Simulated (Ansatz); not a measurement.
GaSb (space group P6_3/mmc, No. 194): the input geometry of an electronic-structure calculation (not necessarily at equilibrium); the starting structure was generated, so it need not be a known form of this composition.

```cif
data_structure
_symmetry_space_group_name_H-M 'P 1'
_symmetry_Int_Tables_number 1
_cell_length_a 3.9788
_cell_length_b 3.9788
_cell_length_c 7.1621
_cell_angle_alpha 90.000
_cell_angle_beta 90.000
_cell_angle_gamma 120.000
_cell_volume 98.19
loop_
_atom_site_label
_atom_site_type_symbol
_atom_site_fract_x
_atom_site_fract_y
_atom_site_fract_z
_atom_site_occupancy
Ga1 Ga 0.00000 0.00000 0.00000 1
Ga2 Ga 0.00000 0.00000 0.50000 1
Sb1 Sb 0.33333 0.66667 0.75000 1
Sb2 Sb 0.66667 0.33333 0.25000 1
```

Describe the stacking along c, with columns A (0, 0), B (1/3, 2/3), C (2/3, 1/3) of the hexagonal mesh.

Ga(A) – Sb(C) – Ga(A) – Sb(B) (four layers in 7.16 Å).

Sb layers alone: CB, the hexagonal close-packed type.

Ga: two octahedral sites in each hexagonal cell.

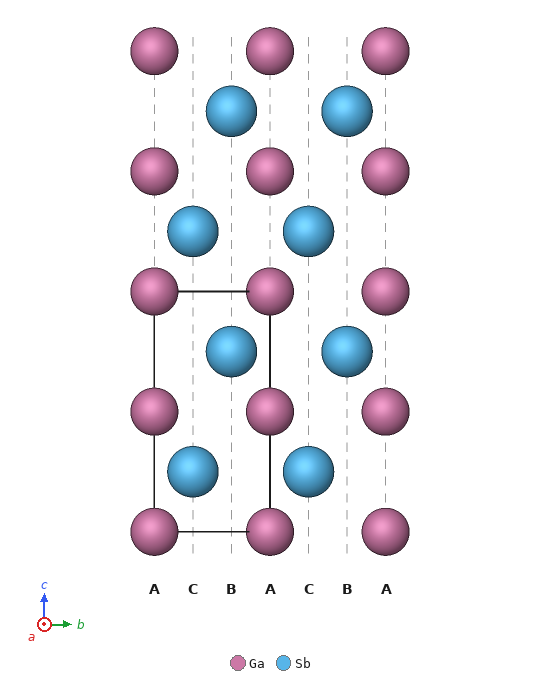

The picture looks along a close-packed row of the hexagonal mesh; c points upwards. The dashed lines mark the three columns A (0, 0), B (1/3, 2/3) and C (2/3, 1/3). The sequence starts with the first layer at or above the cell's origin.
